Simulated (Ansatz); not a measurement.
# Run report: Si₃N₄, geometry relaxation (part 1 of 2)

Si₃N₄ (14 atoms in the cell), computed with DFT, PBE, plane-wave PAW, default files, scalar-relativistic, no spin polarisation (Ansatz 0.2.0).

The structure derives from an entry of the Crystallography Open Database. It belongs to a series of runs on one base structure; here: ions relaxed at fixed cell. Figures and captions count atoms from 1; the log counts them from 0 in places.

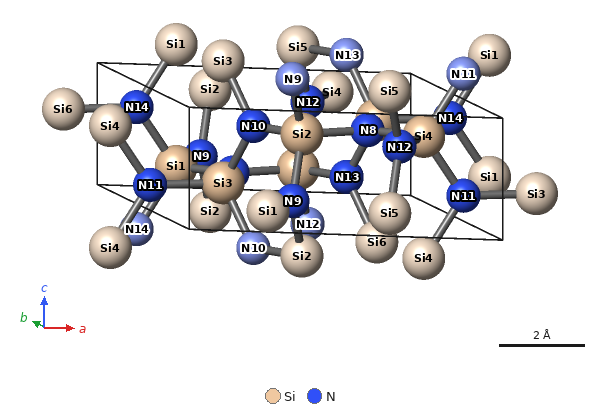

**Figure 1.** The structure as given in the input (ball-and-stick view of the cell of the calculation, seen slightly off an axis; neighbours outside the cell are drawn fainter; atoms are numbered from 1 in the order of the input). Near neighbours in the crystal (not all of them lie inside the picture): Si has 4 N at 1.68 to 1.76 Å; N has 3 Si at 1.68 to 1.76 Å.

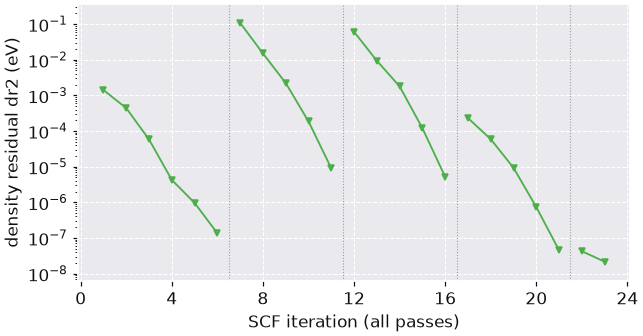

**Figure 2.** Convergence of the self-consistent field: density residual dr2 against the SCF iteration. The dotted lines part the SCF passes of the relaxation: geometry steps, rejected trials and re-solves on a re-selected basis. The 5 passes take 2 to 6 iterations each, 23 in all.

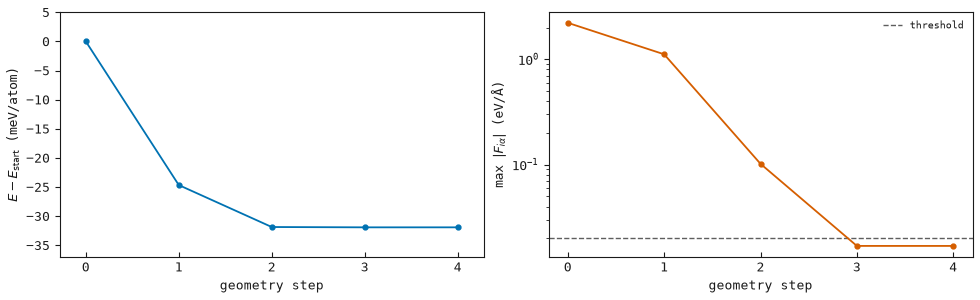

**Figure 3.** Progress of the relaxation, step by step (the first geometry is step 0 here and step 1 in the log).

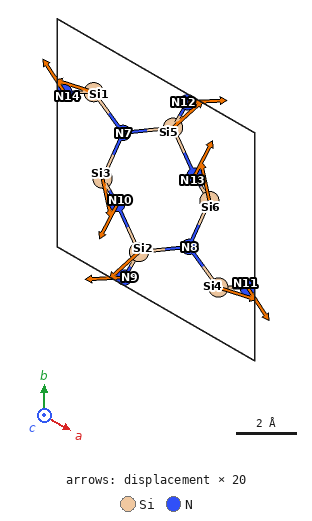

**Figure 4.** The starting structure with the displacements as orange arrows, magnified 20 times (ball-and-stick view of the cell of the calculation, along the c axis). The largest moves, 0.069 Å, are those of Si1, Si2, Si3, Si4, Si5 and Si6. Largest moves by element: Si 0.069 Å, N 0.067 Å. The cell doesn't change. Among the contacts that change: Si1–N7 1.679 → 1.735 Å, Si1–N14 1.758 → 1.742 Å. The space group stays P6_3/m (No. 176). Over 4 geometry steps the energy falls by 31.9 meV per atom. The largest force component goes from 2.2 to 0.017 eV/Å. (Atoms are counted from 1 in the order of the input.)

The input and output of the run follow.

**Input**
```yaml
crystal:
  lattice:
    - [7.6272, 0.0, 0.0]
    - [-3.8136, 6.6053489597, 0.0]
    - [0.0, 0.0, 2.9182]
  atoms:
    - { symbol: Si, position: [0.1842, 0.7704, 0.25] }
    - { symbol: Si, position: [0.4138, 0.1842, 0.75] }
    - { symbol: Si, position: [0.2296, 0.4138, 0.25] }
    - { symbol: Si, position: [0.8158, 0.2296, 0.75] }
    - { symbol: Si, position: [0.5862, 0.8158, 0.25] }
    - { symbol: Si, position: [0.7704, 0.5862, 0.75] }
    - { symbol: "N", position: [0.3333333333, 0.6666666667, 0.25] }
    - { symbol: "N", position: [0.6666666667, 0.3333333333, 0.75] }
    - { symbol: "N", position: [0.3399, 0.0357, 0.25] }
    - { symbol: "N", position: [0.3042, 0.3399, 0.75] }
    - { symbol: "N", position: [0.9643, 0.3042, 0.25] }
    - { symbol: "N", position: [0.6601, 0.9643, 0.75] }
    - { symbol: "N", position: [0.6958, 0.6601, 0.25] }
    - { symbol: "N", position: [0.0357, 0.6958, 0.75] }
kpoints:
  mp_grid: { grid: [4, 4, 9] }
scf:
  occupations: { method: fermi_dirac, width: 0.02 }
hamiltonian:
  xc: pbe
  pseudopotentials: { kind: paw }
output:
  forces: true
  stress: true
  populations: true
  efg:
    quadrupole_moments_barn: { "N": 0.02044 }
    contact_densities: true
relax:
  f_tol: 0.02
  max_steps: 60
```

Launch command:
```bash
ansatz run input.yaml --threads 1 --pin off --max-ram 2560MiB --backend cpu --events-out ev --progress --plain --runs-dir out
```

**Log**
```
Warning: output.stress: scf.convergence.dr2_threshold = 1e-7 eV (the SCF's general default) is looser than the 1.4e-9 eV advised for a printed stress (1e-10 eV for each atom of the cell: 14). What an SCF threshold leaves in a stress goes as its square root, and in the free energy as the threshold itself, and one threshold admits the most on a small cell: of the crystals measured, under no hybrid functional and no lock of the moments, on runs that ended without the residual-converged pass, on stresses that held no estimate of that error, the worst erred by over 100 MPa in a component at 1e-7 eV an atom and by under 5 at 1e-10. Every solve of this run answers to scf.convergence.dr2_threshold, and the tensor of one is reported: a single SCF on the reported geometry and on this run's grids (its basis.xc_grid and basis.ecutrho_ratio typed), with scf.convergence.dr2_threshold at 1.4e-9 eV or tighter, prints it and tightens no other solve. Else set scf.convergence.dr2_threshold to 1.4e-9 eV or tighter. The threshold is an SCF's pass mark: one that does not reach it within its budget of iterations ends unconverged, or closes short of it on a stop that the run arms, and scf.convergence.dr2_threshold's page says what that costs each kind of run
Engine: ansatz 0.2.0, x86_64-unknown-linux-gnu
Pseudopotentials: kind: paw
Pseudopotential: Si, paw, valence charge 4, recommended cutoff 420 eV (normal), Si.paw.azcp
Pseudopotential: N, paw, valence charge 5, recommended cutoff 420 eV (normal), N.paw.azcp
Functional definition: PBE
  parameter kappa = 0.804
  parameter beta = 0.06672455060314922
  exchange = pbe_x(kappa = kappa, mu = beta*pi^2/3)
  correlation = pbe_c(beta = beta)
Crystal: 14 atoms, lattice volume = 147.020 Å³
Basis set: ecut = 420 eV, 2859 PW (Γ), exchange–correlation on 108×108×40 points (8 copies of the dense FFT grid, shifted against one another)
Bands: 46, of which v1, the nominal top of the filled ones, is band 32 counted from 1 (31 counted from 0)
Symmetry: 12 space group operations
Space group: P63/m (ITA 176), of the structure as read, at distance tolerance 5.3e-5 Å
k-points: 20 of 144
Non-local potential: Si, projectors of the file, l = 0: 2, l = 1: 2, l = 2: 2
Non-local potential: N, projectors of the file, l = 0: 2, l = 1: 2, l = 2: 1
PAW form: soft (Blöchl's): semilocal exchange-correlation on the pseudo side does not see the compensation charge
PAW one-centre angular grid: Si, 110 points (default); XC on 64 Gauss nodes
PAW one-centre angular grid: N, 110 points (default); XC on 64 Gauss nodes
Initial density: superposition of atomic densities (neutral atoms: chi_scale 0, normalization atom), corrected by the library's trained network
Initial wavefunctions: pseudopotential atomic-orbital guess
Functional: x = pbe(κ = 0.804, μ = 0.2195149727645171), c = pbe(β = 0.06672455060314922)
SCF iter   1: F=—  HF=-6901.342847 eV  |F-HF|=—  |Δ(HF+E_count)|=         —  Δρ=1.66e-3  dr2=1.41e-3  ethr=1.77e-3  ⟨swp⟩=7.2  Hψ=4753  notcnv=0  defer=18
preconditioner: auto → Resta (q_TF=auto, 2.375 Å⁻¹)  ε∞=3.9  [insulator: Δε(μ)=4.323 eV  Ē_g=14.299 eV  σ=0.020 eV  W_gap=1.00  n_scr=32 (ndim 8)  ℏωp=24.5 eV  f_vac=0.040  D(μ)=0.00/eV (n_scr^D=0)  ε∞_Penn≈3.9]
SCF iter   2: F=—  HF=-6901.345025 eV  |F-HF|=—  |Δ(HF+E_count)|=   2.18e-3  Δρ=9.16e-4  dr2=4.38e-4  ethr=2.20e-6  ⟨swp⟩=2.8  Hψ=2023  notcnv=0  defer=148
SCF iter   3: F=—  HF=-6901.345913 eV  |F-HF|=—  |Δ(HF+E_count)|=   8.88e-4  Δρ=2.27e-4  dr2=5.78e-5  ethr=6.84e-7  ⟨swp⟩=2.0  Hψ=1488  notcnv=0  defer=148
iter 4 did not close the SCF: its close was put off for the readings that it lacked (scf_convergence_deferred on its scf_iter line)
SCF iter   4: F=-6901.345928 eV  HF=-6901.345924 eV  |F-HF|=3.85e-6  |Δ(HF+E_count)|=   1.09e-5  Δρ=6.30e-5  dr2=4.23e-6  ethr=9.04e-8  ⟨swp⟩=2.0  Hψ=1391  notcnv=0  defer=148
iter 5 did not close the SCF: its close was put off for the readings that it lacked (scf_convergence_deferred on its scf_iter line)
SCF iter   5: F=-6901.345929 eV  HF=-6901.345927 eV  |F-HF|=1.36e-6  |Δ(HF+E_count)|=   3.19e-6  Δρ=2.74e-5  dr2=9.57e-7  ethr=6.60e-9  ⟨swp⟩=2.2  Hψ=1227  notcnv=0  defer=148
SCF iter   6: F=-6901.345929 eV  HF=-6901.345929 eV  |F-HF|=6.88e-8  |Δ(HF+E_count)|=   1.51e-6  Δρ=8.29e-6  dr2=1.35e-7  ethr=1.50e-9  ⟨swp⟩=2.0  Hψ=2777  notcnv=0
SCF 1 converged in 6 iterations: F = -6901.345929 eV  dr2 = 1.35e-7
  greatest PAW one-centre occupation: 0.801 electrons in one spin orbital (limit 2), on the N atom at site 7 (counted from 0), in its partial waves of l = 0
relax step   1: F+E_penalty+E_count = -6901.34592902 eV  Δ(F+E_penalty+E_count) = +0.000e0 eV  max|allowed force component| = 2.215e0 eV/Å  Δτ_max = 0.0000 Å  (6 SCF iters, dr2 threshold 1.00e-5 eV, accepted)
Initial density: handed on by an earlier stage of this run
Initial wavefunctions: those handed on with the density
iter 1 solved again at ethr=1.65e-4 eV; its pass at ethr=3.10e-3 eV (dr2=1.06e-1 eV) is discarded
SCF iter   1: F=—  HF=-6901.716359 eV  |F-HF|=—  |Δ(HF+E_count)|=         —  Δρ=9.40e-3  dr2=1.08e-1  ethr=1.65e-4  ⟨swp⟩=1.2  Hψ=3284  notcnv=0  defer=159
preconditioner: auto → Resta (q_TF=auto, 2.375 Å⁻¹)  ε∞=3.9  [insulator: Δε(μ)=4.322 eV  Ē_g=14.296 eV  σ=0.020 eV  W_gap=1.00  n_scr=32 (ndim 8)  ℏωp=24.5 eV  f_vac=0.037  D(μ)=0.00/eV (n_scr^D=0)  ε∞_Penn≈3.9]
SCF iter   2: F=—  HF=-6901.693495 eV  |F-HF|=—  |Δ(HF+E_count)|=   2.29e-2  Δρ=3.80e-3  dr2=1.50e-2  ethr=1.65e-4  ⟨swp⟩=2.6  Hψ=1300  notcnv=0  defer=159
SCF iter   3: F=—  HF=-6901.691172 eV  |F-HF|=—  |Δ(HF+E_count)|=   2.32e-3  Δρ=1.54e-3  dr2=2.22e-3  ethr=2.34e-5  ⟨swp⟩=2.6  Hψ=1411  notcnv=0  defer=158
SCF iter   4: F=—  HF=-6901.691134 eV  |F-HF|=—  |Δ(HF+E_count)|=   3.75e-5  Δρ=3.01e-4  dr2=1.86e-4  ethr=3.47e-6  ⟨swp⟩=2.5  Hψ=1516  notcnv=0  defer=158
SCF iter   5: F=-6901.691168 eV  HF=-6901.691167 eV  |F-HF|=1.43e-6  |Δ(HF+E_count)|=   3.23e-5  Δρ=7.14e-5  dr2=8.99e-6  ethr=1.56e-7  ⟨swp⟩=3.0  Hψ=3304  notcnv=0
SCF 2 converged in 5 iterations: F = -6901.691168 eV  dr2 = 8.99e-6
  greatest PAW one-centre occupation: 0.795 electrons in one spin orbital (limit 2), on the N atom at site 7 (counted from 0), in its partial waves of l = 0
relax step   2: F+E_penalty+E_count = -6901.69116810 eV  Δ(F+E_penalty+E_count) = -3.452e-1 eV  max|allowed force component| = 1.113e0 eV/Å  Δτ_max = 0.0405 Å  (5 SCF iters, dr2 threshold 1.00e-4 eV, accepted)
SCF iter   1: F=—  HF=-6901.805515 eV  |F-HF|=—  |Δ(HF+E_count)|=         —  Δρ=7.45e-3  dr2=6.08e-2  ethr=1.06e-3  ⟨swp⟩=4.0  Hψ=2519  notcnv=0  defer=163
preconditioner: auto → Resta (q_TF=auto, 2.375 Å⁻¹)  ε∞=3.9  [insulator: Δε(μ)=4.301 eV  Ē_g=14.265 eV  σ=0.020 eV  W_gap=1.00  n_scr=32 (ndim 8)  ℏωp=24.5 eV  f_vac=0.034  D(μ)=0.00/eV (n_scr^D=0)  ε∞_Penn≈3.9]
SCF iter   2: F=—  HF=-6901.793224 eV  |F-HF|=—  |Δ(HF+E_count)|=   1.23e-2  Δρ=3.05e-3  dr2=9.38e-3  ethr=9.50e-5  ⟨swp⟩=2.7  Hψ=1563  notcnv=0  defer=163
SCF iter   3: F=—  HF=-6901.792022 eV  |F-HF|=—  |Δ(HF+E_count)|=   1.20e-3  Δρ=1.33e-3  dr2=1.78e-3  ethr=1.46e-5  ⟨swp⟩=2.5  Hψ=1296  notcnv=0  defer=163
SCF iter   4: F=—  HF=-6901.791981 eV  |F-HF|=—  |Δ(HF+E_count)|=   4.01e-5  Δρ=2.21e-4  dr2=1.20e-4  ethr=2.79e-6  ⟨swp⟩=2.6  Hψ=1410  notcnv=0  defer=163
SCF iter   5: F=-6901.792010 eV  HF=-6901.792007 eV  |F-HF|=2.81e-6  |Δ(HF+E_count)|=   2.54e-5  Δρ=5.26e-5  dr2=5.16e-6  ethr=1.21e-7  ⟨swp⟩=3.0  Hψ=3294  notcnv=0
SCF 3 converged in 5 iterations: F = -6901.792010 eV  dr2 = 5.16e-6
  greatest PAW one-centre occupation: 0.791 electrons in one spin orbital (limit 2), on the N atom at site 7 (counted from 0), in its partial waves of l = 0
relax step   3: F+E_penalty+E_count = -6901.79200962 eV  Δ(F+E_penalty+E_count) = -1.008e-1 eV  max|allowed force component| = 1.017e-1 eV/Å  Δτ_max = 0.0324 Å  (5 SCF iters, dr2 threshold 7.75e-5 eV, accepted)
SCF iter   1: F=—  HF=-6901.792891 eV  |F-HF|=—  |Δ(HF+E_count)|=         —  Δρ=3.91e-4  dr2=2.31e-4  ethr=2.13e-6  ⟨swp⟩=2.1  Hψ=2009  notcnv=0  defer=163
preconditioner: auto → Resta (q_TF=auto, 2.375 Å⁻¹)  ε∞=3.9  [insulator: Δε(μ)=4.303 eV  Ē_g=14.266 eV  σ=0.020 eV  W_gap=1.00  n_scr=32 (ndim 8)  ℏωp=24.5 eV  f_vac=0.037  D(μ)=0.00/eV (n_scr^D=0)  ε∞_Penn≈3.9]
SCF iter   2: F=—  HF=-6901.792774 eV  |F-HF|=—  |Δ(HF+E_count)|=   1.17e-4  Δρ=1.59e-4  dr2=5.89e-5  ethr=3.61e-7  ⟨swp⟩=2.6  Hψ=1623  notcnv=0  defer=163
SCF iter   3: F=—  HF=-6901.792761 eV  |F-HF|=—  |Δ(HF+E_count)|=   1.26e-5  Δρ=7.54e-5  dr2=9.25e-6  ethr=9.20e-8  ⟨swp⟩=2.1  Hψ=1153  notcnv=0  defer=163
SCF iter   4: F=—  HF=-6901.792761 eV  |F-HF|=—  |Δ(HF+E_count)|=   6.05e-7  Δρ=1.78e-5  dr2=7.31e-7  ethr=1.45e-8  ⟨swp⟩=2.0  Hψ=1244  notcnv=0  defer=163
SCF iter   5: F=-6901.792761 eV  HF=-6901.792761 eV  |F-HF|=4.43e-8  |Δ(HF+E_count)|=   4.87e-7  Δρ=4.94e-6  dr2=4.47e-8  ethr=1.01e-9  ⟨swp⟩=4.2  Hψ=2889  notcnv=0
SCF 4 converged in 5 iterations: F = -6901.792761 eV  dr2 = 4.47e-8
relax step   4: F+E_penalty+E_count = -6901.79276137 eV  Δ(F+E_penalty+E_count) = -7.517e-4 eV  max|allowed force component| = 1.690e-2 eV/Å  Δτ_max = 0.0016 Å  (5 SCF iters, dr2 threshold 6.46e-7 eV, accepted)
iter 1 solved again at ethr=6.45e-11 eV; its pass at ethr=3.10e-3 eV (dr2=4.13e-8 eV) is discarded
SCF iter   1: F=—  HF=-6901.792822 eV  |F-HF|=—  |Δ(HF+E_count)|=         —  Δρ=5.42e-6  dr2=4.22e-8  ethr=6.45e-11  ⟨swp⟩=2.4  Hψ=2912  notcnv=0  defer=163
preconditioner: auto → Resta (q_TF=auto, 2.375 Å⁻¹)  ε∞=3.9  [insulator: Δε(μ)=4.302 eV  Ē_g=14.265 eV  σ=0.020 eV  W_gap=1.00  n_scr=32 (ndim 8)  ℏωp=24.5 eV  f_vac=0.037  D(μ)=0.00/eV (n_scr^D=0)  ε∞_Penn≈3.9]
SCF iter   2: F=-6901.792761 eV  HF=-6901.792761 eV  |F-HF|=2.96e-8  |Δ(HF+E_count)|=   6.02e-5  Δρ=3.43e-6  dr2=2.15e-8  ethr=6.45e-11  ⟨swp⟩=5.0  Hψ=3209  notcnv=0
SCF 5 converged in 2 iterations: F = -6901.792761 eV  dr2 = 2.15e-8
relax step   5: F+E_penalty+E_count = -6901.79276138 eV  Δ(F+E_penalty+E_count) = -9.393e-9 eV  max|allowed force component| = 1.690e-2 eV/Å  Δτ_max = 0.0000 Å  (2 SCF iters, accepted)
NSCF: frozen V_eff on 20 k-points
the band table was solved once a step of the walk had ended and its energy, with any forces and stress, was formed, with the checks that follow a solve (5632 applications of the Hamiltonian). They found nothing against the state; the energy, forces and stress were not computed again (output.eigenvalues in the input reference)
SCF converged after 2 iterations
Free energy (F): -6901.792761 eV
Harris-Foulkes:  -6901.792761 eV  (|F-HF|=2.96e-8)
Internal energy: -6901.792761 eV  (E = F + TS)
E sigma→0 (E₀):  -6901.792761 eV
Fermi energy:    10.312757 eV
```
